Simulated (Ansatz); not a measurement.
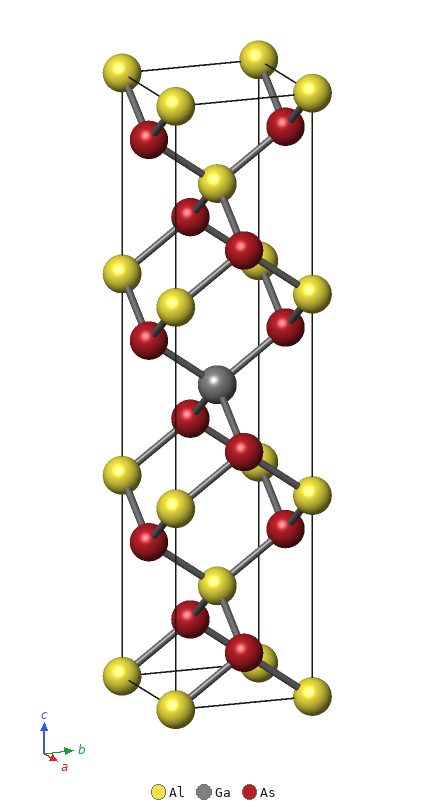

An orthographic ball-and-stick view of the structure, slightly off an axis. One conventional unit cell is outlined, and atoms on its boundary appear in each equivalent place.

Al₅GaAs₆, space group P-4m2 (No. 115), a = 4.05 Å, b = 4.05 Å, c = 17.18 Å, α = 90.00°, β = 90.00°, γ = 90.00°.

The calculation used Ansatz 0.2.0, DFT PBEsol, scalar-relativistic, plane waves, PAW, with a plane-wave cutoff of 420 eV, 8×8×2 k-mesh, Gaussian smearing of 0.02 eV, no spin polarisation.

What is the band gap, if any?

Answer. A semiconductor at this level, with a gap of 1.32 eV, direct.

How far is the cell from zero pressure?

Answer. The computed pressure is -2.1 GPa (stretched: it would shrink).

The structure was taken from a structure type filled with these elements by a generator (whether the compound takes this form wasn't checked). Earlier steps of the study, as a rule a relaxation of our own, may have changed the cell and positions, so they can lie some per cent off the listed ones. Ansatz was used for an electronic-structure calculation on it.
